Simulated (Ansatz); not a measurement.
Here is a crystal structure:

```
Cr
1.0
     4.48761    0.00000    0.00000
     0.00000    4.48761    0.00000
     0.00000    0.00000    4.48761
Cr
8
Direct
  0.50000 0.50000 0.50000
  0.00000 0.00000 0.00000
  0.25000 0.00000 0.50000
  0.50000 0.25000 0.00000
  0.50000 0.75000 0.00000
  0.75000 0.00000 0.50000
  0.00000 0.50000 0.75000
  0.00000 0.50000 0.25000
```

Before looking at a picture, describe the arrangement of atoms.

Answer. The element is chromium. Space group: Pm-3n (No. 223). Lattice: primitive cubic. Among the common structure types it is β-tungsten (A15) type. The cell holds eight atoms. Within bonding distance, the neighbour counts come to Cr 6 to 12 (mean 7.5). Not all metal-metal contacts are counted.

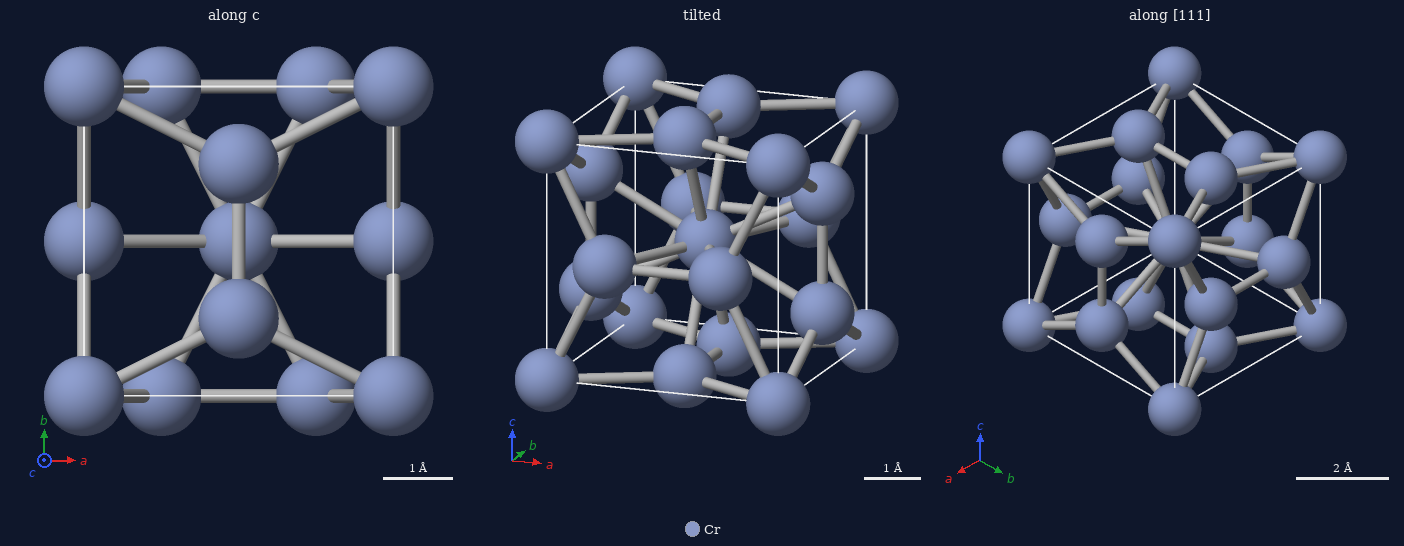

We look at a ball-and-stick model of the crystal along the c axis, slightly off an axis and along [111]. Lines trace the edges of the conventional unit cell. Colours: chromium light blue.

The structure was taken from a textbook structure type filled with this element (whether it is the usual form wasn't checked). This is the structure after a relaxation with DFT PBEsol, scalar-relativistic, plane waves, PAW (Ansatz).
